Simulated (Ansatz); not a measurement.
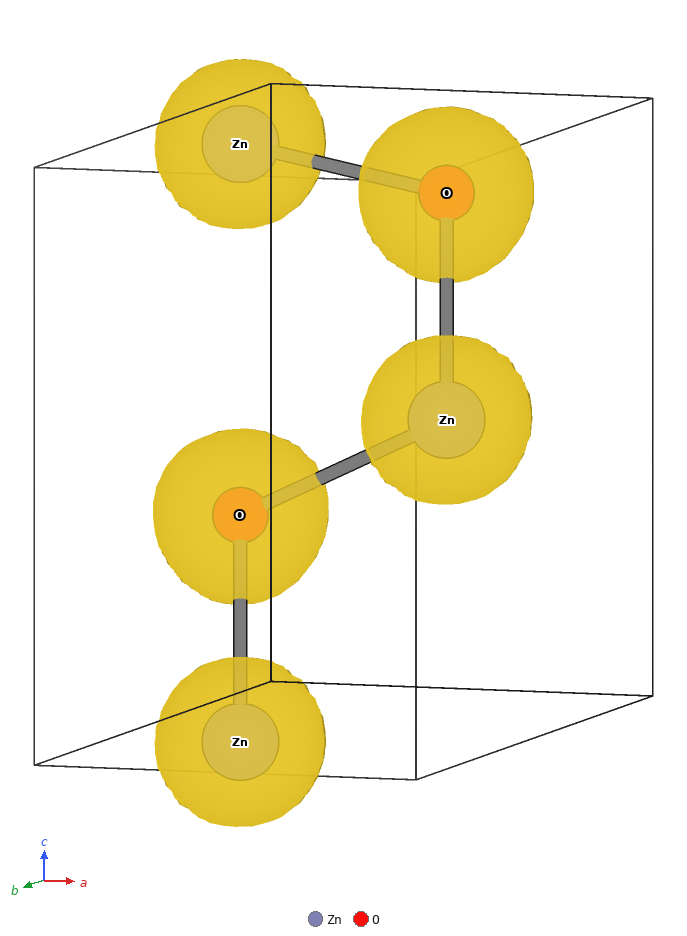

ZnO. Isosurface of the valence electron density at 1 e/Å³ (yellow), seen at an oblique angle. Sticks mark near contacts.

Space group P6₃mc; a structure from a database of computed crystals, not necessarily the ambient phase.

Level of theory: Ansatz 0.2.0, DFT PBE, scalar-relativistic, plane waves, PAW.

Core electrons are frozen (PAW), and the valence fields are smoothed inside the atomic spheres.

Input file:

```
crystal:
  lattice:
    - [3.23735102, 0.0, 0.0]
    - [-1.61867551, 2.80362823, 0.0]
    - [0.0, 0.0, 5.2220613]
  atoms:
    - { symbol: Zn, position: [0.66666667, 0.33333333, 0.5005917] }
    - { symbol: Zn, position: [0.33333333, 0.66666667, 0.0005917] }
    - { symbol: O, position: [0.66666667, 0.33333333, 0.8797183] }
    - { symbol: O, position: [0.33333333, 0.66666667, 0.3797183] }
basis:
  ecutwfc: 420
kpoints:
  mp_grid: { grid: [12, 12, 6] }
hamiltonian:
  xc: pbe
scf:
  occupations: { method: gaussian, width: 0.02 }
output:
  forces: true
  stress: true
  eigenvalues: true
  write_density: true
  write_potential: true
  elf: true
  volumetric_format: npy
relax:
  adjacent_minimum: "off"
  f_tol: 0.005
  max_steps: 80
  cell: { stress_tol: 0.05 }
```

Run with:

```sh
ansatz run input.yaml --threads 8 --pin off --max-ram 20480MiB --backend cpu --events-out ev --progress --plain --runs-dir out
```

Below, planes, directions and counts refer to the conventional cell (a = 3.28 Å, b = 3.28 Å, c = 5.29 Å, α = 90.00°, β = 90.00°, γ = 120.00°).

The fields are those of the relaxed geometry.

How is the density connected at this value?

At this value the density breaks into separate islands; it holds about 70 % of the electrons treated as valence. It bridges none of the near contacts. It is pinched off along the shortest Zn–O (2.00 Å) contacts. On the grid the lowest density along these lines, outside the cores, is 0.56 e/Å³ (Zn–O, 2.00 Å).

Does the calculation give a band gap?

It is gapped, with a Kohn–Sham gap of 0.74 eV on the k-point mesh (the band edges may lie off the mesh, which would make the gap smaller).
